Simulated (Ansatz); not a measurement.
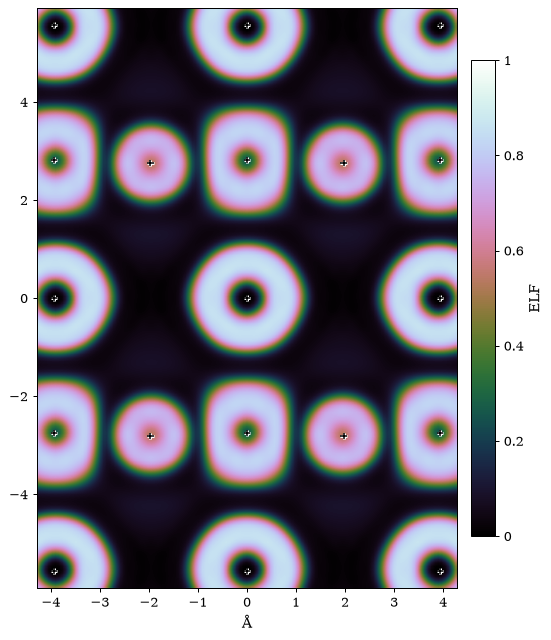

The ELF on a plane through atoms (crosses mark nuclei in the plane).

All numbers below come from DFT PBE, scalar-relativistic, plane waves, PAW in Ansatz 0.2.0.

Candidates:
A. C, a = 2.47 Å, b = 8.57 Å, c = 2.47 Å, α = 90.00°, β = 120.00°, γ = 90.00°. Space group P2₁/m; a point of a scan over the structure, not its minimum; PAW files of the earlier set (soft_1).
B. SrTiO3, a = 3.94 Å, b = 3.94 Å, c = 3.94 Å, α = 90.00°, β = 90.00°, γ = 90.00°. Space group P4mm; a point of a scan over the structure, not its minimum; changed on purpose from its base cell (mode 1 frozen in at -0.058 Å, strain +e along z and -e/2 along x and y +0.0000); computed without spin polarisation; PAW files of the earlier set (soft_1).

Question: Which system is this?

Answer: Candidate B: SrTiO3 on the (101) plane of the conventional cell, which holds Sr, Ti and O. Sr–O (2.74 Å): the ELF is about 0.05 at the midpoint: an ionic contact with no shared pair. Ti–O (1.97 Å): the ELF peaks at about 0.80 in the valence shell of O, 0.6 Å from its nucleus, and is about 0.20 at the midpoint: no shared electron pair shows on this line.
